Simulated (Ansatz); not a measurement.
## Geometry relaxation of Hf8HO16 (part 2 of 4)

Continued. System: Hf8HO16 (defect cell, 25 atoms in the cell). Method: DFT PBE, scalar-relativistic, plane waves, PAW, spin-polarised (Ansatz 0.2.0); cutoff 420 eV, 2×2×2 k-mesh, Gaussian smearing of 0.02 eV, collinear spins. The structure derives from a Materials Project entry. It belongs to a series of runs on one base structure; here: H_i, charge +0, atoms relaxed at the host's cell.

Log, continued
```
relax step   6: F+E_penalty+E_count = -134906.66177105 eV  Δ(F+E_penalty+E_count) = -1.487e-3 eV  max|allowed force component| = 1.059e-1 eV/Å  Δτ_max = 0.0394 Å  (8 SCF iters, accepted)
preconditioner: auto → Resta (q_TF=auto, 2.761 Å⁻¹)  ε∞=5.3  [insulator: Δε(μ)=1.421 eV  Ē_g=17.987 eV  σ=0.020 eV  W_gap=1.00  n_scr=104 (ndim 8)  ℏωp=37.5 eV  f_vac=0.070  D(μ)=0.00/eV (n_scr^D=0)  ε∞_Penn≈5.3]
spin=Collinear: Resta preconditioning applied to the charge; magnetization (m = ρ↑ − ρ↓) channel mixes plain (no charge-response kernel on spin).
SCF 7 converged in 6 iterations: F = -134906.663120 eV  dr2 = 9.73e-8
relax step   7: F+E_penalty+E_count = -134906.66312037 eV  Δ(F+E_penalty+E_count) = -1.349e-3 eV  max|allowed force component| = 3.001e-2 eV/Å  Δτ_max = 0.0205 Å  (6 SCF iters, dr2 threshold 1.73e-6 eV, accepted)
SCF iter   1: F=—  HF=-134906.663219 eV  |F-HF|=—  |Δ(HF+E_count)|=         —  Δρ=2.72e-4 (↑2.72e-4 ↓2.16e-4)  dr2=2.20e-4  dr2_m=7.93e-5  M=1.000 μB ∫|m|=1.053 μB  β_m=0.30  ethr=5.70e-7  ⟨swp⟩=2.5  Hψ=2767  notcnv=0  defer=213
preconditioner: auto → Resta (q_TF=auto, 2.761 Å⁻¹)  ε∞=5.3  [insulator: Δε(μ)=1.413 eV  Ē_g=17.986 eV  σ=0.020 eV  W_gap=1.00  n_scr=104 (ndim 8)  ℏωp=37.5 eV  f_vac=0.070  D(μ)=0.00/eV (n_scr^D=0)  ε∞_Penn≈5.3]
spin=Collinear: Resta preconditioning applied to the charge; magnetization (m = ρ↑ − ρ↓) channel mixes plain (no charge-response kernel on spin).
SCF iter   2: F=—  HF=-134906.663270 eV  |F-HF|=—  |Δ(HF+E_count)|=   5.14e-5  Δρ=2.01e-4 (↑2.01e-4 ↓1.44e-4)  dr2=9.54e-5  dr2_m=4.30e-5  M=1.000 μB ∫|m|=1.054 μB  β_m=0.61  ethr=7.21e-8  ⟨swp⟩=2.0  Hψ=1966  notcnv=0  defer=213
SCF iter   3: F=—  HF=-134906.663335 eV  |F-HF|=—  |Δ(HF+E_count)|=   6.46e-5  Δρ=4.55e-5 (↑4.55e-5 ↓4.08e-5)  dr2=1.22e-5  dr2_m=1.56e-6  M=1.000 μB ∫|m|=1.054 μB  β_m=0.60  ethr=3.13e-8  ⟨swp⟩=2.0  Hψ=2419  notcnv=0  defer=213
SCF iter   4: F=—  HF=-134906.663336 eV  |F-HF|=—  |Δ(HF+E_count)|=   6.44e-7  Δρ=1.17e-5 (↑1.17e-5 ↓9.00e-6)  dr2=1.15e-6  dr2_m=3.42e-8  M=1.000 μB ∫|m|=1.054 μB  β_m=0.75  ethr=4.02e-9  ⟨swp⟩=2.0  Hψ=2193  notcnv=0  defer=213
SCF iter   5: F=—  HF=-134906.663336 eV  |F-HF|=—  |Δ(HF+E_count)|=   2.18e-8  Δρ=4.11e-6 (↑3.58e-6 ↓4.11e-6)  dr2=1.36e-7  dr2_m=7.06e-9  M=1.000 μB ∫|m|=1.054 μB  β_m=0.80  ethr=3.76e-10  ⟨swp⟩=2.0  Hψ=2267  notcnv=0  defer=213
iter 6 did not close the SCF: its close was put off for a magnetic moment that had not settled (scf_convergence_deferred on its scf_iter line)
SCF iter   6: F=-134906.663336 eV  HF=-134906.663336 eV  |F-HF|=2.24e-8  |Δ(HF+E_count)|=   4.33e-8  Δρ=2.12e-6 (↑2.05e-6 ↓2.12e-6)  dr2=3.88e-8  dr2_m=1.45e-9  M=1.000 μB ∫|m|=1.054 μB  β_m=0.75  ethr=3.28e-11  ⟨swp⟩=12.2  Hψ=10530  notcnv=0
SCF iter   7: F=-134906.663336 eV  HF=-134906.663336 eV  |F-HF|=6.40e-10  |Δ(HF+E_count)|=   4.07e-9  Δρ=4.80e-7 (↑4.56e-7 ↓4.80e-7)  dr2=1.83e-9  dr2_m=1.38e-10  M=1.000 μB ∫|m|=1.054 μB  ethr=1.27e-11  ⟨swp⟩=5.8  Hψ=8870  notcnv=0
SCF 8 converged in 7 iterations: F = -134906.663336 eV  dr2 = 1.83e-9
relax step   8: F+E_penalty+E_count = -134906.66333562 eV  Δ(F+E_penalty+E_count) = -2.152e-4 eV  max|allowed force component| = 1.840e-2 eV/Å  Δτ_max = 0.0096 Å  (7 SCF iters, accepted)
```

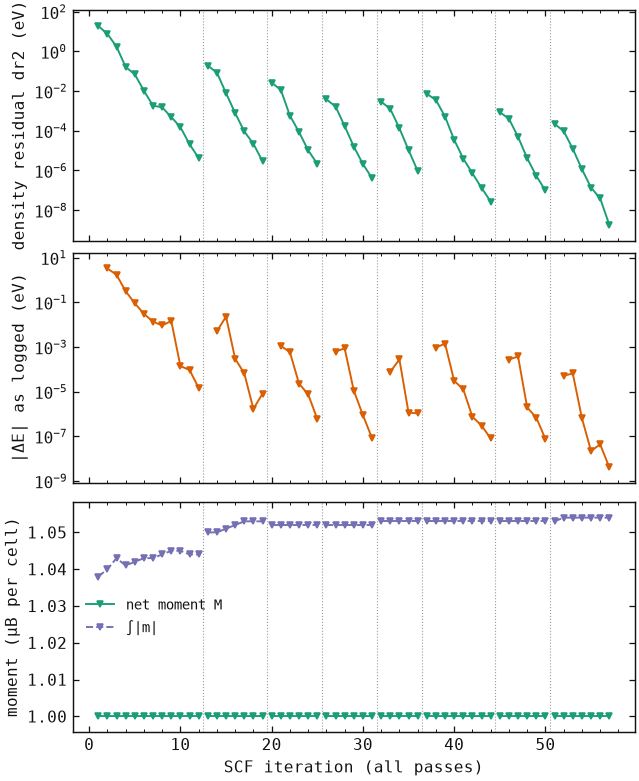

**Figure 1.** Convergence of the self-consistent field: density residual dr2, size of the energy change and magnetic moment against the SCF iteration. The dotted lines part the SCF passes of the relaxation: geometry steps, rejected trials and re-solves on a re-selected basis. The 8 passes take 5 to 12 iterations each, 57 in all. The net moment stays at 1.0 μB per cell.

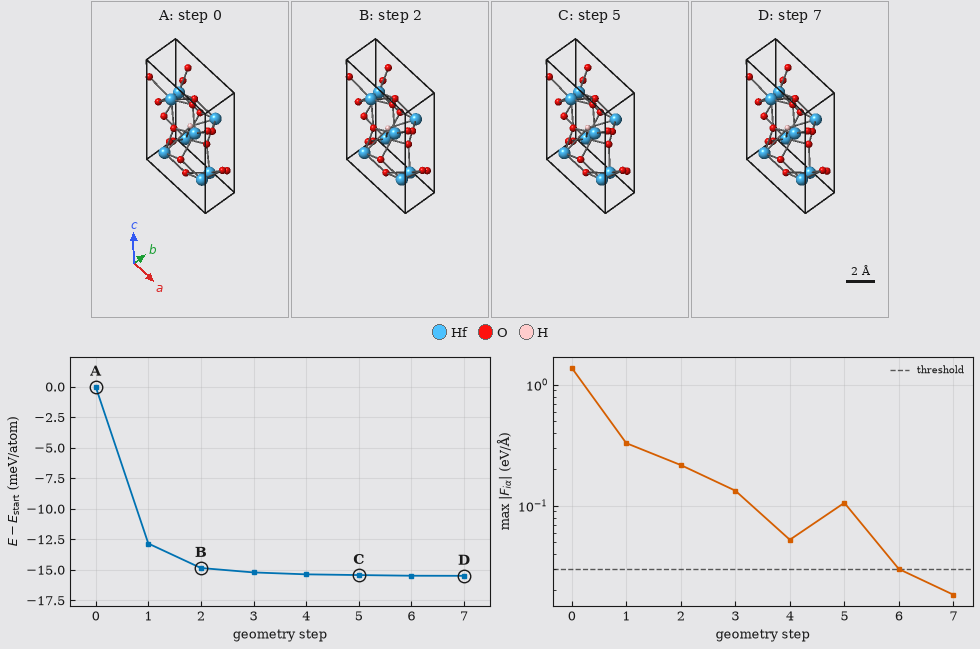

**Figure 2.** Frames of the relaxation (ball-and-stick view of the cell of the calculation (origin shifted), seen slightly off an axis) above the curves, on which the letters mark them (the first geometry is step 0 here and step 1 in the log).

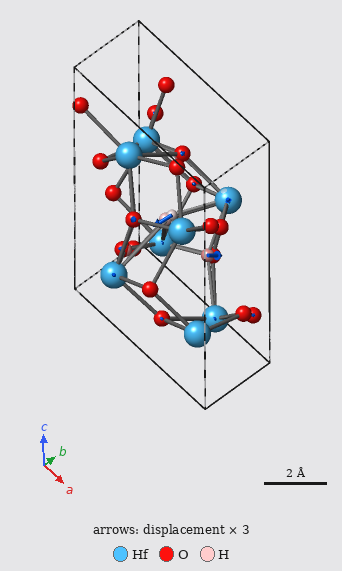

**Figure 3.** Start (faint) and end (solid) with the displacements as blue arrows, magnified 3 times (ball-and-stick view of the cell of the calculation (origin shifted), seen slightly off an axis). The largest move is that of H25, 0.25 Å. Largest moves by element: H 0.25 Å, O 0.24 Å, Hf 0.07 Å. The lattice vectors keep their values. Among the contacts that change: Hf7–H25 1.876 → 2.117 Å, Hf3–H25 2.866 → 2.698 Å, Hf1–H25 2.632 → 2.521 Å, Hf8–O23 2.239 → 2.167 Å. Among the angles that change: Hf1–H25–Hf3 91.4° → 99.4°, Hf1–H25–Hf7 99.1° → 94.2°, Hf1–O23–Hf3 150.4° → 146.1°. The energy falls by 15.5 meV per atom in 7 geometry steps. Largest force component: 1.4 eV/Å at the start, 0.018 eV/Å at the end. (Atoms are counted from 1 in the order of the input.)

```
SCF converged after 7 iterations
Magnetization: 1.0000 μB (153.0000 up, 152.0000 down)
Absolute magnetization: 1.0557 μB (∫|ρ↑−ρ↓|, with the PAW one-centre terms)
Spin contamination: 0.0033 ħ² per cell (⟨S²⟩ above its minimum at these occupations)
Per-site moments (μB) at R_I (Å): [(-0.0020235162085666374, 0.8495929926192957), (0.00033209398425213893, 0.8447271252806653), (0.001034381788191953, 0.8524279858181119), (-4.823948205410226e-5, 0.8460517116443854), (0.002128657952153309, 0.8474504552616097), (0.0061040955478029475, 0.8460172901407), (0.02945781495470563, 0.8511722380246388), (0.0012831144985534927, 0.8479769018774196), (0.0012132433951425512, 0.885705215457378), (0.0012298478374260947, 0.8887222308149512), (0.023908001235440183, 0.8887390122862118), (0.0005876447219511777, 0.8857435283467757), (0.006686388671080017, 0.884663789746251), (0.0003080811799913534, 0.8908841480117101), (0.0017199499337639647, 0.888039394151065), (0.048237210630998784, 0.8787871599434371), (0.07187397697462301, 0.8460172901407), (0.005706797890125266, 0.8479769018774196), (0.01217029525228865, 0.8474504552616097), (0.004113447612881403, 0.8470274117394901), (0.029281052396180868, 0.8524279858181119), (0.002233795983828565, 0.8460517116443854), (0.11056098903027228, 0.7693697312409924), (0.0030792539469903404, 0.8447271252806653), (0.4317410269976921, 0.7693697312409924)]
Free energy (F): -134906.663336 eV
Harris-Foulkes:  -134906.663336 eV  (|F-HF|=6.40e-10)
Internal energy: -134906.663336 eV  (E = F + TS)
E sigma→0 (E₀):  -134906.663336 eV
Fermi energy:    15.644907 eV
--- Per-component energies (eV) ---
  E_band       = -98.611336
  E_kinetic    = 6182.350112
  E_local      = -49602.494500  (includes V_loc(G=0)·N_el)
  E_nonlocal   = -9175.239526
  E_hartree    = 22656.608007
  E_xc         = -3589.009408
  E_vxc        = -3647.019364  (∫ρ·V_xc dr)
  E_paw        = -57946.105774  (= ΣΔE_a)
  E_vpaw       = 10830.537544  (= ΣTr[D̂ρ^β])
  E_aug_tail   = 0.038676  (compensation charges beyond the density's cutoff)
  E_ewald      = -43432.810923
  E_smearing   = -0.000000  (= −TS)
  E_closure    = 0.000000  (closes the sum)
  Σ components = -134906.663336   (vs F -134906.663336, Δ=0.00e0)
--- Forces (eV/Å), atoms counted from 1 ---
  atom   1  Hf    -0.00083475     0.00539661     0.00661631
  atom   2  Hf    -0.00169692     0.00188848    -0.00113891
  atom   3  Hf     0.00161495    -0.00463865     0.00412750
  atom   4  Hf     0.00906214    -0.00175565    -0.00367539
  atom   5  Hf     0.00889729    -0.00661849    -0.00283112
  atom   6  Hf    -0.00134785     0.00849915     0.00114225
  atom   7  Hf     0.01007113    -0.01840043    -0.00366794
  atom   8  Hf    -0.00500224    -0.00648676     0.00844478
  atom   9  O     -0.00090983     0.00033837     0.00193281
  atom  10  O     -0.00176956     0.00242887    -0.00101258
  atom  11  O      0.00377335     0.00486114     0.00160243
  atom  12  O      0.00235990    -0.00307474    -0.00522145
  atom  13  O     -0.00278686     0.00492685     0.00173067
  atom  14  O     -0.00024658    -0.00411728    -0.00578628
  atom  15  O     -0.00262412     0.00093964    -0.00462073
  atom  16  O     -0.01006182     0.00377188     0.00442099
  atom  17  O     -0.00547794     0.00115271     0.00012954
  atom  18  O     -0.00125064     0.00218132    -0.00213866
  atom  19  O     -0.00160066     0.00394217     0.00638372
  atom  20  O      0.00592636     0.00233888     0.00146356
  atom  21  O     -0.00001553     0.00345907    -0.00014615
  atom  22  O     -0.00211213    -0.00108177     0.00051997
  atom  23  O     -0.00400440    -0.00128746    -0.00820309
  atom  24  O     -0.00424307    -0.00022272    -0.00337902
  atom  25  H      0.00427602     0.00154802     0.00331396
  max |Σ_I F_I| component: 1.08e-5 eV/Å
--- Band table (eV; the first three rows and the last of 8) ---
  k-point 0 ↑: bands = ["-46.7425", "-46.7171", "-46.6989", "-46.6961", "-46.6871", "-46.6676", "-46.6265", "-46.5645", "-15.6788", "-15.6510", "-15.6438", "-15.6164", "-15.6019", "-15.5913", "-15.5684", "-15.5596", "-15.5336", "-15.5259", "-15.5137", "-15.4952", "-15.4165", "-15.3947", "-15.3828", "-15.3733", "-15.3591", "-15.3379", "-15.3125", "-15.2993", "-15.2954", "-15.2760", "-15.2598", "-15.2254", "-3.5021", "-3.4052", "-3.3750", "-3.2827", "-2.8639", "-2.7978", "-2.7523", "-2.7363",
      "-2.6968", "-2.5750", "-2.5450", "-2.4565", "-2.3761", "-2.3365", "-2.2886", "-2.2658", "3.3708", "3.3740", "3.3849", "3.3871", "3.3894", "3.3971", "3.3996", "3.4015", "3.4035", "3.4084", "3.4119", "3.4154", "3.4167", "3.4194", "3.4222", "3.4234", "3.4271", "3.4291", "3.4304", "3.4331", "3.4343", "3.4372", "3.4395", "3.4407", "3.4415", "3.4437", "3.4456", "3.4516", "3.4540", "3.4565", "3.4582", "3.4598",
      "3.4609", "3.4631", "3.4657", "3.4746", "3.4777", "3.4806", "3.4859", "3.4878", "3.4964", "3.4994", "3.5056", "3.5091", "3.5144", "3.5208", "3.5259", "3.5330", "3.5409", "3.5652", "3.5704", "3.5765", "3.5802", "3.5853", "3.5971", "3.6030", "8.4946", "8.8714", "8.9101", "9.0640", "9.2317", "9.4481", "9.5251", "9.6143", "9.6816", "9.7155", "9.7601", "9.8101", "9.8681", "10.0681", "10.1034", "10.3093",
      "10.5076", "10.5457", "10.5933", "10.6992", "10.9037", "10.9606", "10.9970", "11.0455", "11.2852", "11.5176", "11.6826", "11.7115", "11.8090", "11.8477", "11.8899", "11.9580", "11.9761", "12.2163", "12.3947", "12.4133", "12.5086", "12.6188", "12.6591", "12.7257", "12.8039", "12.8467", "12.8989", "12.9741", "13.0427", "13.0802", "13.1801", "13.3315", "14.9409", "18.2057", "18.3915", "18.4985", "18.6052", "18.9870", "19.0381", "19.0589",
      "19.2479", "19.6024", "19.6340", "19.7392", "19.8600", "19.8647", "19.9507", "20.1224", "20.1898", "20.2652", "20.2737", "20.4888", "20.8847", "21.2494", "21.3415", "21.3756", "21.3998", "21.5108", "21.5652", "21.6011", "22.0599", "22.0892", "22.1780", "22.2764"]
  k-point 1 ↑: bands = ["-46.7426", "-46.7173", "-46.6994", "-46.6952", "-46.6873", "-46.6676", "-46.6265", "-46.5645", "-15.6993", "-15.6892", "-15.6608", "-15.6430", "-15.6315", "-15.6188", "-15.5921", "-15.5613", "-15.5105", "-15.4953", "-15.4577", "-15.4399", "-15.4058", "-15.3953", "-15.3805", "-15.3606", "-15.3501", "-15.3335", "-15.3175", "-15.3028", "-15.2939", "-15.2839", "-15.2559", "-15.2232", "-3.8449", "-3.5276", "-3.1057", "-2.9871", "-2.9468", "-2.9311", "-2.9046", "-2.7982",
      "-2.6896", "-2.5478", "-2.4439", "-2.3747", "-2.3527", "-2.3104", "-2.2409", "-2.2238", "3.3707", "3.3740", "3.3854", "3.3869", "3.3903", "3.3966", "3.3989", "3.4032", "3.4037", "3.4075", "3.4122", "3.4140", "3.4168", "3.4198", "3.4216", "3.4248", "3.4289", "3.4295", "3.4315", "3.4332", "3.4352", "3.4372", "3.4390", "3.4400", "3.4427", "3.4438", "3.4444", "3.4491", "3.4532", "3.4555", "3.4574", "3.4596",
      "3.4610", "3.4644", "3.4680", "3.4707", "3.4743", "3.4779", "3.4864", "3.4890", "3.4970", "3.5043", "3.5071", "3.5105", "3.5166", "3.5177", "3.5264", "3.5309", "3.5477", "3.5653", "3.5703", "3.5766", "3.5798", "3.5863", "3.5977", "3.6043", "8.4819", "8.9359", "8.9667", "9.0146", "9.0399", "9.2742", "9.3686", "9.4740", "9.5618", "9.6498", "9.7396", "9.9020", "9.9959", "10.0993", "10.2504", "10.2766",
      "10.3626", "10.3928", "10.6283", "10.9595", "11.0570", "11.1513", "11.1651", "11.2865", "11.4575", "11.5638", "11.6361", "11.7254", "11.7891", "11.8185", "11.9077", "12.0631", "12.1257", "12.1815", "12.2520", "12.2951", "12.3435", "12.4086", "12.5521", "12.5788", "12.6953", "12.8604", "12.9061", "12.9436", "13.1014", "13.2594", "13.3125", "13.4387", "14.9186", "18.0854", "18.4880", "18.6195", "18.6665", "18.7868", "18.9812", "19.1425",
      "19.2519", "19.3464", "19.5126", "19.6921", "19.7243", "19.8835", "19.9710", "20.0636", "20.2576", "20.3274", "20.5266", "20.6198", "20.6951", "20.8082", "21.0373", "21.2768", "21.3646", "21.5359", "21.6147", "21.7190", "21.8680", "21.9645", "22.1787", "22.3582"]
```
